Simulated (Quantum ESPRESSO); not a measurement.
# GaAs (F-43m): zone-centre phonons, part 2 of 4

Which modes does GaAs (F-43m) have at the zone centre?

Quantum ESPRESSO 7.5; DFT LDA, scalar-relativistic, plane waves, GBRV ultrasoft pseudopotentials.

So far. Step 2 (A probe with smearing): A gap of 1.0 eV opens on this mesh, so the crystal is taken as an insulator; the start stands at -2.2 GPa. Step 4 (Ground state): The cell stands at -0.022 GPa, close enough for phonons.

### Step 5. Linear response at Γ

At q = 0 one unit cell holds all displacements; symmetry groups them into irreducible representations that are solved one by one. The response to a field gives ε∞ and the Born charges, which polar modes need.

ph.in

```
phonons
 &inputph
    prefix='x',
    outdir='./tmp',
    fildyn='g.dyn',
    tr2_ph=1.0d-18,
    epsil=.true.,
 /
0.000000000000 0.000000000000 0.000000000000
```

Run with:

```console
$ OMP_NUM_THREADS=1 mpirun -n 4 ph.x -nk 4 -in ph.in > ph.out
```

Output:

```text
[banners, grids, parts of the stress and lines that vanish by symmetry left out]
[banner, memory and clock lines left out]
Program PHONON v.7.5

     ./tmp/x.save/

     IMPORTANT: XC functional enforced from input :
     Exchange-correlation= PZ
                           (   1   1   0   0   0   0   0)
     Any further DFT definition will be discarded
     Please, verify this is what you really want

     G-vector sticks info

     Reading collected, re-writing distributed wavefunctions in ./tmp/

     Number and degeneracy of irreps per q-point
       N         xq(1)         xq(2)         xq(3)   N irreps
       1   0.000000000   0.000000000   0.000000000       2
        3   3

     Calculation of q =    0.0000000   0.0000000   0.0000000

     phonons

     bravais-lattice index     =            2
     lattice parameter (alat)  =      10.6011  a.u.
     unit-cell volume          =     297.8493 (a.u.)^3
     number of atoms/cell      =            2
     number of atomic types    =            2
     kinetic-energy cut-off    =      50.0000  Ry
     charge density cut-off    =     400.0000  Ry
     convergence threshold     =      1.0E-18
     beta                      =       0.7000
     number of iterations used =            4
     Exchange-correlation= PZ
                           (   1   1   0   0   0   0   0)

     celldm(1)=   10.60113  celldm(2)=    0.00000  celldm(3)=    0.00000
     celldm(4)=    0.00000  celldm(5)=    0.00000  celldm(6)=    0.00000

     crystal axes: (cart. coord. in units of alat)
               a(1) = ( -0.5000  0.0000  0.5000 )
               a(2) = (  0.0000  0.5000  0.5000 )
               a(3) = ( -0.5000  0.5000  0.0000 )

     reciprocal axes: (cart. coord. in units 2 pi/alat)
               b(1) = ( -1.0000 -1.0000  1.0000 )
               b(2) = (  1.0000  1.0000  1.0000 )
               b(3) = ( -1.0000  1.0000 -1.0000 )

     Atoms inside the unit cell:

     Cartesian axes

     site n.  atom      mass           positions (alat units)
        1  Ga     69.7230   tau(    1) = (    0.00000    0.00000    0.00000  )
        2  As     74.9216   tau(    2) = (   -0.25000    0.25000    0.25000  )

     Computing dynamical matrix for
                    q = (   0.0000000   0.0000000   0.0000000 )

     25 Sym.Ops. (with q -> -q+G )

     G cutoff = 1138.6878  (  39957 G-vectors)     FFT grid: ( 48, 48, 48)
     G cutoff =  569.3439  (  14211 G-vectors)  smooth grid: ( 36, 36, 36)
     number of k points=    60
                       cart. coord. in units 2pi/alat
        k(    1) = (  -0.0625000   0.0625000   0.0625000), wk =   0.0078125
        k(    2) = (  -0.1875000   0.1875000  -0.0625000), wk =   0.0234375
        k(    3) = (  -0.3125000   0.3125000  -0.1875000), wk =   0.0234375
        [... further k-points left out ...]

     PseudoPot. # 1 for Ga read from file:
     ./pseudo/Ga.upf
     Pseudo is Ultrasoft + core correction, Zval = 19.0
     Using radial grid of  871 points,  6 beta functions with:
                l(1) =   0
                l(2) =   0
                l(3) =   1
                l(4) =   1
                l(5) =   2
                l(6) =   2
     Q(r) pseudized with  8 coefficients,  rinner =    1.250   1.250   1.250
                                                       1.250   1.250

     PseudoPot. # 2 for As read from file:
     ./pseudo/As.upf
     Pseudo is Ultrasoft + core correction, Zval =  5.0
     Using radial grid of  875 points,  6 beta functions with:
                l(1) =   0
                l(2) =   0
                l(3) =   1
                l(4) =   1
                l(5) =   2
                l(6) =   2
     Q(r) pseudized with  8 coefficients,  rinner =    1.300   1.300   1.300
                                                       1.300   1.300

     Mode symmetry, T_d (-43m)  point group:

     Electric field:
     Dielectric constant
     Born effective charges as d Force / d E

     Atomic displacements:
     There are    2 irreducible representations

     Representation     1      3 modes -  To be done

     Representation     2      3 modes -  To be done

     Alpha used in Ewald sum =   2.8000

     Electric Fields Calculation

      iter #   1   av.it.:   8.7
      thresh= 1.000E-02 alpha_mix =  0.700 |ddv_scf|^2 =  6.208E-08

      iter #   2   av.it.:  20.9
      thresh= 2.492E-05 alpha_mix =  0.700 |ddv_scf|^2 =  2.344E-09

      iter #   3   av.it.:  20.3
      thresh= 4.842E-06 alpha_mix =  0.700 |ddv_scf|^2 =  4.059E-11

      iter #   4   av.it.:  21.6
      thresh= 6.371E-07 alpha_mix =  0.700 |ddv_scf|^2 =  5.408E-13

      iter #   5   av.it.:  20.9
      thresh= 7.354E-08 alpha_mix =  0.700 |ddv_scf|^2 =  8.120E-16

      iter #   6   av.it.:  22.1
      thresh= 2.849E-09 alpha_mix =  0.700 |ddv_scf|^2 =  1.278E-17

      iter #   7   av.it.:  22.1
      thresh= 3.575E-10 alpha_mix =  0.700 |ddv_scf|^2 =  2.708E-19

     End of electric fields calculation

          Dielectric constant in cartesian axis

          (      14.007989432       0.000000000       0.000000000 )
          (       0.000000000      14.007989432       0.000000000 )
          (       0.000000000      -0.000000000      14.007989432 )

          Effective charges (d Force / dE) in cartesian axis without acoustic sum rule applied (asr)

           atom    1  Ga    Mean Z*:        2.06414
      Ex  (        2.06414        0.00000       -0.00000 )
      Ey  (        0.00000        2.06414       -0.00000 )
      Ez  (       -0.00000        0.00000        2.06414 )
           atom    2  As    Mean Z*:       -2.06765
      Ex  (       -2.06765        0.00000        0.00000 )
      Ey  (        0.00000       -2.06765       -0.00000 )
      Ez  (        0.00000       -0.00000       -2.06765 )

          Effective charges Sum: Mean:       -0.00351
             -0.00351        0.00000       -0.00000
              0.00000       -0.00351       -0.00000
             -0.00000       -0.00000       -0.00351

          Effective charges (d Force / dE) in cartesian axis with asr applied:
           atom    1  Ga    Mean Z*:        2.06590
      E*x (        2.06590       -0.00000       -0.00000 )
      E*y (        0.00000        2.06590       -0.00000 )
      E*z (       -0.00000        0.00000        2.06590 )
           atom    2  As    Mean Z*:       -2.06590
      E*x (       -2.06590        0.00000        0.00000 )
      E*y (       -0.00000       -2.06590        0.00000 )
      E*z (        0.00000       -0.00000       -2.06590 )

     Representation #   1 modes #   1   2   3

     Self-consistent Calculation

      iter #   1   av.it.:   7.7
      thresh= 1.000E-02 alpha_mix =  0.700 |ddv_scf|^2 =  2.623E-08

      iter #   2   av.it.:  21.4
      thresh= 1.619E-05 alpha_mix =  0.700 |ddv_scf|^2 =  1.357E-09

      iter #   3   av.it.:  20.8
      thresh= 3.684E-06 alpha_mix =  0.700 |ddv_scf|^2 =  4.250E-11

      iter #   4   av.it.:  20.7
      thresh= 6.519E-07 alpha_mix =  0.700 |ddv_scf|^2 =  5.100E-13

      iter #   5   av.it.:  22.1
      thresh= 7.141E-08 alpha_mix =  0.700 |ddv_scf|^2 =  3.239E-15

      iter #   6   av.it.:  22.0
      thresh= 5.691E-09 alpha_mix =  0.700 |ddv_scf|^2 =  1.118E-16

      iter #   7   av.it.:  21.9
      thresh= 1.057E-09 alpha_mix =  0.700 |ddv_scf|^2 =  5.597E-18

[...]
End of self-consistent calculation

     Convergence has been achieved

     Representation #   2 modes #   4   5   6

     Self-consistent Calculation

[...]
iter #   3   av.it.:  22.1
      thresh= 3.318E-05 alpha_mix =  0.700 |ddv_scf|^2 =  2.237E-09

      iter #   4   av.it.:  22.5
      thresh= 4.730E-06 alpha_mix =  0.700 |ddv_scf|^2 =  6.185E-12

      iter #   5   av.it.:  21.7
      thresh= 2.487E-07 alpha_mix =  0.700 |ddv_scf|^2 =  1.209E-13

      iter #   6   av.it.:  21.9
      thresh= 3.477E-08 alpha_mix =  0.700 |ddv_scf|^2 =  6.704E-15

      iter #   7   av.it.:  22.0
      thresh= 8.188E-09 alpha_mix =  0.700 |ddv_scf|^2 =  2.394E-16

      iter #   8   av.it.:  22.0
      thresh= 1.547E-09 alpha_mix =  0.700 |ddv_scf|^2 =  2.354E-18

      iter #   9   av.it.:  22.9
      thresh= 1.534E-10 alpha_mix =  0.700 |ddv_scf|^2 =  1.741E-20

     End of self-consistent calculation

     Convergence has been achieved

     Number of q in the star =    1
     List of q in the star:
          1   0.000000000   0.000000000   0.000000000

          Dielectric constant in cartesian axis

          (      14.007989432       0.000000000       0.000000000 )
          (       0.000000000      14.007989432       0.000000000 )
          (       0.000000000      -0.000000000      14.007989432 )

          Effective charges (d Force / dE) in cartesian axis without acoustic sum rule applied (asr)

           atom    1  Ga    Mean Z*:        2.06414
      Ex  (        2.06414        0.00000       -0.00000 )
      Ey  (        0.00000        2.06414       -0.00000 )
      Ez  (       -0.00000        0.00000        2.06414 )
           atom    2  As    Mean Z*:       -2.06765
      Ex  (       -2.06765        0.00000        0.00000 )
      Ey  (        0.00000       -2.06765       -0.00000 )
      Ez  (        0.00000       -0.00000       -2.06765 )

          Effective charges Sum: Mean:       -0.00351
             -0.00351        0.00000       -0.00000
              0.00000       -0.00351       -0.00000
             -0.00000       -0.00000       -0.00351

          Effective charges (d Force / dE) in cartesian axis with asr applied:
           atom    1  Ga    Mean Z*:        2.06590
      E*x (        2.06590       -0.00000       -0.00000 )
      E*y (        0.00000        2.06590       -0.00000 )
      E*z (       -0.00000        0.00000        2.06590 )
           atom    2  As    Mean Z*:       -2.06590
      E*x (       -2.06590        0.00000        0.00000 )
      E*y (       -0.00000       -2.06590        0.00000 )
      E*z (        0.00000       -0.00000       -2.06590 )

     Diagonalizing the dynamical matrix

     q = (    0.000000000   0.000000000   0.000000000 )

 **************************************************************************
     freq (    1) =      -0.213582 [THz] =      -7.124326 [cm-1]
     freq (    2) =      -0.213582 [THz] =      -7.124326 [cm-1]
     freq (    3) =      -0.213582 [THz] =      -7.124326 [cm-1]
     freq (    4) =       8.086063 [THz] =     269.722031 [cm-1]
     freq (    5) =       8.086063 [THz] =     269.722031 [cm-1]
     freq (    6) =       8.086063 [THz] =     269.722031 [cm-1]
 **************************************************************************

     Mode symmetry, T_d (-43m)  point group:

     freq (   1-   3) =         -7.1  [cm-1]   --> T_2  G_15 P_4   I+R
     freq (   4-   6) =        269.7  [cm-1]   --> T_2  G_15 P_4   I+R
```

Elapsed: 4.5 min, on 4 MPI ranks of Arm Neoverse V2, shared host.

Read from the output:

| Item | Value |
| --- | --- |
| miss of the charge sum rule | 0.003510 e |
| largest acoustic frequency at the zone centre before the sum rule | -7.12 cm⁻¹ |
| highest optical zone-centre mode (no LO-TO term) | 269.7 cm⁻¹ |
| lowest optical zone-centre mode | 269.7 cm⁻¹ |
| mean high-frequency dielectric constant | 14.01 |
| largest Born charge in size (third of the trace) | 2.068 e |

Born charge (rows field, columns displacement), before the sum rule (e), principal values of the symmetric part by kind of site:

| atom | atoms with these values | low | middle | high | mean |
| --- | --- | --- | --- | --- | --- |
| Ga1 | 1 | 2.06 | 2.06 | 2.06 | 2.06 |
| As2 | 1 | -2.07 | -2.07 | -2.07 | -2.07 |

In full for Ga1:

```
2.06 0.00 0.00
0.00 2.06 0.00
0.00 0.00 2.06
```

High-frequency dielectric tensor:

```
14.01  0.00  0.00
 0.00 14.01  0.00
 0.00  0.00 14.01
```

The acoustic modes at Γ come out as far as 7.1 cm⁻¹ from zero, where they should vanish, a small numerical error; the Born charges miss their sum rule by 0.0035 e, which is good.

### Step 6. Modes with the sum rule

A rigid shift of the crystal must cost nothing, but grids and finite bases break this; the acoustic sum rule is imposed before the matrix is diagonalised again. With Born charges the intensities follow, and the static dielectric tensor.

dynmat.in

```
 &input
    fildyn='g.dyn',
    asr='simple',
    fileig='dynmat.eig',
    lperm=.true.,
 /
```

Run with:

```console
$ dynmat.x -in dynmat.in > dynmat.out
```

Output:

```text
[banner, memory and clock lines left out]
Program DYNMAT v.7.5

     Reading Dynamical Matrix from file g.dyn
     ...Force constants read
     ...epsilon and Z* read
     A direction for q was not specified:TO-LO splitting will be absent

     Polarizability (A^3 units)
     multiply by 0.187406 for Clausius-Mossotti correction
        45.687809    0.000000    0.000000
         0.000000   45.687809   -0.000000
         0.000000    0.000000   45.687809

     IR activities are in (D/A)^2/amu units

# mode   [cm-1]    [THz]      IR
    1     -0.00   -0.0000    0.0000
    2     -0.00   -0.0000    0.0000
    3      0.00    0.0000    0.0000
    4    269.82    8.0889    2.7265
    5    269.82    8.0889    2.7265
    6    269.82    8.0889    2.7265

Electronic dielectric permittivity tensor (relative, adimensional)
        14.007989    0.000000    0.000000
         0.000000   14.007989   -0.000000
         0.000000    0.000000   14.007989

 ... with zone-center polar mode contributions
        15.817732   -0.000000   -0.000000
        -0.000000   15.817732   -0.000000
        -0.000000   -0.000000   15.817732
```

It took 0.47 s on 1 thread.

This step gave:

| Item | Value |
| --- | --- |
| highest optical zone-centre mode (no LO-TO term) | 269.8 cm⁻¹ |
| lowest optical zone-centre mode | 269.8 cm⁻¹ |
| mean static dielectric constant | 15.82 |

Unit eigenvectors of the mass-weighted matrix after the sum rule; no LO-TO term. Modes at Γ, with each element's share of the kinetic energy:

| mode | frequency (cm⁻¹) | symmetry | Ga % | As % |
| --- | --- | --- | --- | --- |
| 1 | 0.0 | acoustic | 48 | 52 |
| 2 | 0.0 | acoustic | 48 | 52 |
| 3 | 0.0 | acoustic | 48 | 52 |
| 4 | 269.8 | T2 | 52 | 48 |
| 5 | 269.8 | T2 | 52 | 48 |
| 6 | 269.8 | T2 | 52 | 48 |

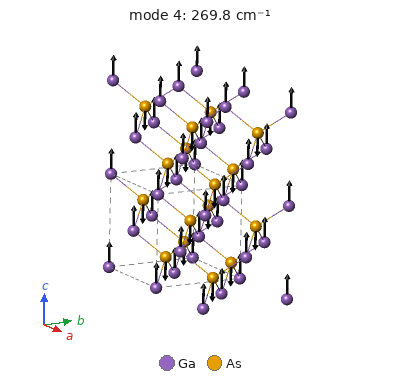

Displacement patterns of mode 4 at Γ; arrows are exaggerated. Bonds to atoms that aren't drawn are left out. 2×1×2 conventional cells are drawn. Some periodic images of atoms are drawn too.

Degenerate modes summed, no LO-TO term. Infrared lines, with heights relative to the strongest:

| position (cm⁻¹) | lines merged | label | IR intensity, relative |
| --- | --- | --- | --- |
| 270 | 3 | T2 | 100 |

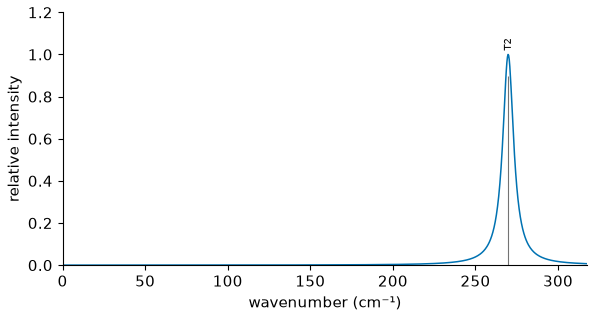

The infrared spectrum, broadened with Lorentzians of width 8 cm⁻¹; bars mark the lines.

Static dielectric tensor (ions relaxed, fixed cell):

```
15.82  0.00  0.00
 0.00 15.82  0.00
 0.00  0.00 15.82
```

The rule moves no optical mode by more than 0.2 cm⁻¹.

### Step 7. The LO-TO splitting (1 0 0)

A longitudinal polar mode sets up a macroscopic field that stiffens it; the term hangs on the direction from which q goes to zero.

dynmat.in

```
 &input
    fildyn='g.dyn',
    asr='simple',
    fileig='dynmat.eig',
    q(1)=1.0,
    q(2)=0.0,
    q(3)=0.0,
 /
```

Run with:

```console
$ dynmat.x -in dynmat.in > dynmat.out
```

Output:

```text
[banner, memory and clock lines left out]
Program DYNMAT v.7.5

     Reading Dynamical Matrix from file g.dyn
     ...Force constants read
     ...epsilon and Z* read

     Polarizability (A^3 units)
     multiply by 0.187406 for Clausius-Mossotti correction
        45.687809    0.000000    0.000000
         0.000000   45.687809   -0.000000
         0.000000    0.000000   45.687809

     IR activities are in (D/A)^2/amu units

# mode   [cm-1]    [THz]      IR
    1     -0.00   -0.0000    0.0000
    2     -0.00   -0.0000    0.0000
    3      0.00    0.0000    0.0000
    4    269.82    8.0889    2.7265
    5    269.82    8.0889    2.7265
    6    286.72    8.5956    2.7265
```

It took 0.47 s on 1 thread.

This step gave:

```yaml
highest_mode_moved_by_the_lo_to_term: 286.7 cm⁻¹
```

Zone-centre frequencies as printed; negative means imaginary. Modes:

| mode | frequency (cm⁻¹) |
| --- | --- |
| 1 | 0 |
| 2 | 0 |
| 3 | 0 |
| 4 | 269.8 |
| 5 | 269.8 |
| 6 | 286.7 |

The field moves one mode, from 270 to 287 cm⁻¹; the others stay.

### Step 8. Self-consistent run for the response, volume × 0.94

Bonds stiffen under compression, so frequencies follow the volume; the atoms are not relaxed anew.

scf.in

```
 &control
    calculation='scf',
    prefix='x',
    outdir='./tmp',
    pseudo_dir='./pseudo',
    tprnfor=.true.,
    tstress=.true.,
 /
 &system
    ibrav=2,
    celldm(1)=10.38472078,
    nat=2,
    ntyp=2,
    ecutwfc=50.0,
    ecutrho=400.0,
    occupations='fixed',
    nbnd=14,
 /
 &electrons
    conv_thr=1.0d-12,
    mixing_beta=0.7,
    electron_maxstep=100,
 /
ATOMIC_SPECIES
 Ga     69.7230  Ga.upf
 As     74.9216  As.upf
ATOMIC_POSITIONS crystal
 Ga     0.000000000   0.000000000   0.000000000
 As     0.250000000   0.250000000   0.250000000
K_POINTS automatic
 8 8 8 1 1 1
```

Run with:

```console
$ OMP_NUM_THREADS=1 mpirun -n 4 pw.x -nk 4 -in scf.in > scf.out
```

Output:

```text
[banners, grids, parts of the stress and lines that vanish by symmetry left out]
[banner, memory and clock lines left out]
Program PWSCF v.7.5

[...]
kinetic-energy cutoff     =      50.0000  Ry
     charge density cutoff     =     400.0000  Ry
     scf convergence threshold =      1.0E-12
[...]
Exchange-correlation= SLA  PZ   NOGX NOGC
                           (   1   1   0   0   0   0   0)
[...]
24 Sym. Ops. (no inversion) found
[...]
number of k points=    60
[...]
End of self-consistent calculation
[...]
highest occupied, lowest unoccupied level (ev):     8.0287    9.2278
!    total energy              =    -454.82409688 Ry
[...]
convergence has been achieved in  15 iterations
[...]
atom    1 type  1   force =     0.00000000    0.00000000    0.00000000
     atom    2 type  2   force =     0.00000000    0.00000000    0.00000000
     Total force =     0.000000     Total SCF correction =     0.000000
[...]
total   stress  (Ry/bohr**3)                   (kbar)     P=       53.01
[...]
XML data file, charge density, pseudopotentials, collected wavefunctions
```

Elapsed: 12 s, on 4 MPI ranks.

This step gave:

| Quantity | Value |
| --- | --- |
| volume per atom | 20.74 Å³ |
| pressure | 5.301 GPa |
| gap on the k-mesh | 1.199 eV |

(Part 2 of 4 ends here.)

[Host names and launcher messages were left out of these logs when they were recorded.]

[Logs are printed without paths, hosts, clocks, repeated set-up lines and the standing remarks that a program may print on its own settings, such as how far it seeks lower states.]

[Hosts, paths, dates, database ids (printed as entryN), source tags and the programs' standing remarks are cut or masked in the printed files.]
